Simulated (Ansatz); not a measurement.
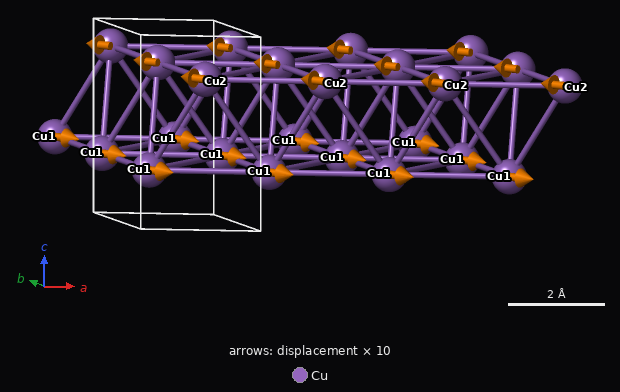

A relaxation of solid Cu (set up in P6_3/mmc) (coarse preliminary run). The starting structure is drawn; orange arrows show the displacements, magnified 10 times.

A ball-and-stick model of the cell of the calculation, repeated 4 × 3 × 1 with one cell outlined, seen slightly off an axis.

Case: input drawn at random.

Level of theory: Ansatz 0.2.0, DFT PBE, scalar-relativistic, plane waves, PAW.

Input
```yaml
crystal:
  lattice:
    - [2.5340966698, 0.0, 0.0]
    - [-1.2670483349, 2.1945920917, 0.0]
    - [0.0, 0.0, 4.112571]
  atoms:
    - { symbol: Cu, position: [0.3333333333, 0.6666666667, 0.25] }
    - { symbol: Cu, position: [0.6666666667, 0.3333333333, 0.75] }
basis:
  ecutwfc: 420
kpoints:
  mp_grid: { grid: [2, 2, 4], shift: [0.5, 0.5, 0] }
hamiltonian:
  xc: pbe
scf:
  occupations: { method: gaussian, width: 0.1 }
output:
  forces: true
  stress: true
  eigenvalues: true
relax:
  adjacent_minimum: "off"
  f_tol: 0.04
  max_steps: 30
```

Command:
```bash
ansatz run input.yaml --threads 1 --pin off --max-ram 1331MiB --backend cpu --events-out ev --progress --plain --runs-dir out
```

Q: Describe the change and its energy.

A: The largest moves, 0.064 Å, are those of Cu1 and Cu2. Cu1 goes along [1 −1 0]. The lattice vectors keep their values. Some distances before and after: Cu1–Cu2 2.524 → 2.451 Å, Cu1–Cu2 (another image) 2.524 → 2.564 Å. The space group (tolerance 0.01 Å) goes from P6_3/mmc (No. 194) to Cmcm (No. 63). The energy falls by 8.8 meV per atom in 2 accepted moves (3 points after the start). Largest force component: 0.25 eV/Å at the start, 0.026 eV/Å at the end. 1 step only repeated the SCF at the same geometry. The run took about 4 core-seconds on a shared host.

Limits of the set-up: the k-point mesh is coarse for a cell with partly filled bands.
